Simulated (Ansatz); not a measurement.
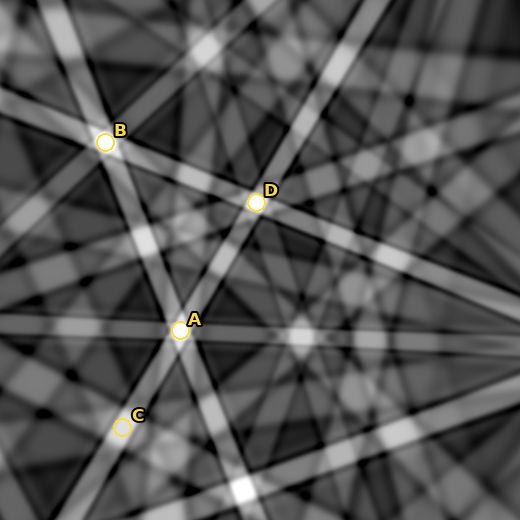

Simulated Kikuchi (electron backscatter) pattern at 15 kV: kinematic bands of width 2θ(Bragg) in gnomonic projection, seen from the camera side; the frame spans ±37° from its centre. Crystal: Re, space group P6_3/mmc (No. 194), a = 2.75 Å, c = 4.44 Å (hexagonal axes). Structure: coordinates from a relaxation with DFT, PBEsol, plane waves (420 eV) with PAW, scalar-relativistic in Ansatz; the starting structure was generated, so it need not be a known form of this composition.

Pole A is [101] and pole B is [111].

### Index the poles C and D.

C is [1-12], 15.3° from A and 41.5° from B. D is [211], 24.0° from A and 24.0° from B.

### Which band joins A and B, and how wide is it?

It comes from the planes common to both zones. The strongest order is 1 0 -1 with d = 2.100 Å, so the band is 2θ = 2.7° wide (λ = 0.0994 Å). Other orders of the same planes (2 0 -2) lie on the same centre line with other widths.
